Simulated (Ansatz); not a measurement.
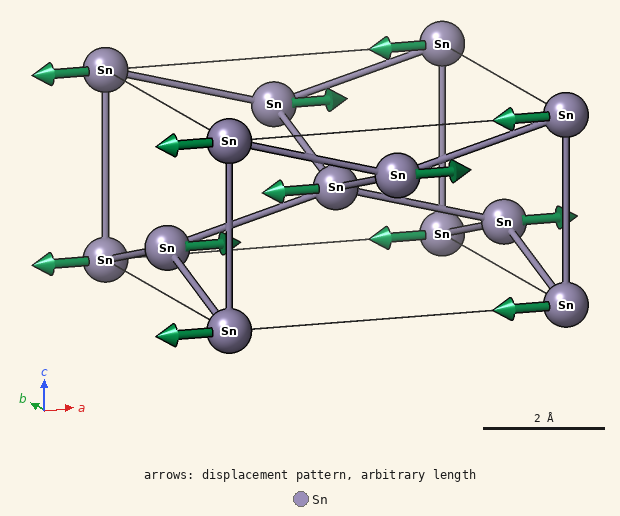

Lattice vibrations of crystalline Sn, space group I4₁/amd (No. 141), at the zone centre. The optical levels lie at 41, 118 (×2) cm⁻¹. One mode is drawn. The green arrows are the displacements of the atoms (eigenvector over the root of the mass), of arbitrary overall length and sign. Style: ball-and-stick. Shown: the conventional cell (2 times the calculation's cell), slightly off an axis. Lengths and directions refer to the drawn axes.

Level of theory: DFT PBE, scalar-relativistic, plane waves, PAW (Ansatz). (plane-wave cutoff 420 eV; k-point mesh 14 × 14 × 14; occupations fermi dirac; smearing width 0.15 eV; no spin polarisation)

The frequencies depend somewhat on the k-mesh and the smearing.

### Which of these frequencies is the drawn mode's?

The level at 118 cm⁻¹. This is the E_g mode (doubly degenerate; one member of the set is drawn), the highest optical level, Raman-active by symmetry. All motion is along a; atoms of one kind move against one another, with no net shift of their sublattice.
